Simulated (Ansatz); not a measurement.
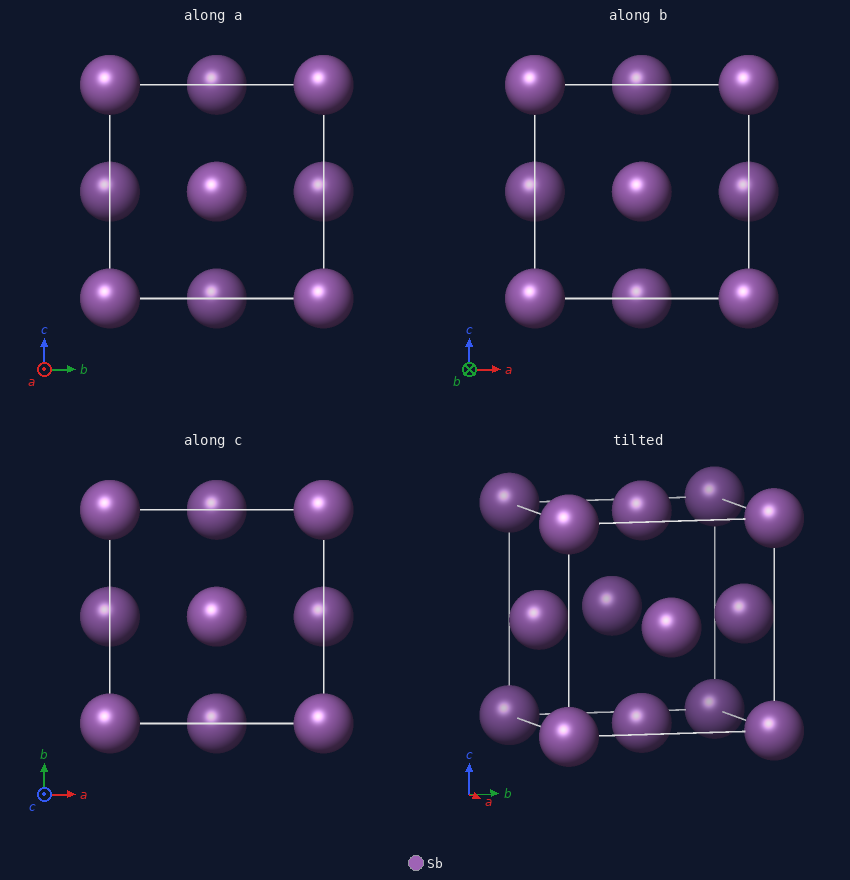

An orthographic spheres-only view of the structure, along the a axis, along the b axis, along the c axis and slightly off an axis. The conventional unit cell is drawn as a box.

Lattice parameters: a = 4.642 Å, b = 4.642 Å, c = 4.642 Å, α = 90.00°, β = 90.00°, γ = 90.00°.

**Record the structure as a table of Wyckoff sites.**

Space group Fm-3m (No. 225).
```tsv
atom	site	x	y	z
Sb	4a	0.0000	0.0000	0.0000
```

Its origin is a structure type filled with this element by a generator (whether the element takes this form wasn't checked). Earlier steps of the study may have refined or changed the cell and positions. It was the input of a calculation with Ansatz.

At this level of theory the cell isn't at rest (compressed, at 6 GPa), so its distances can differ from those at equilibrium, the more so the softer the solid.
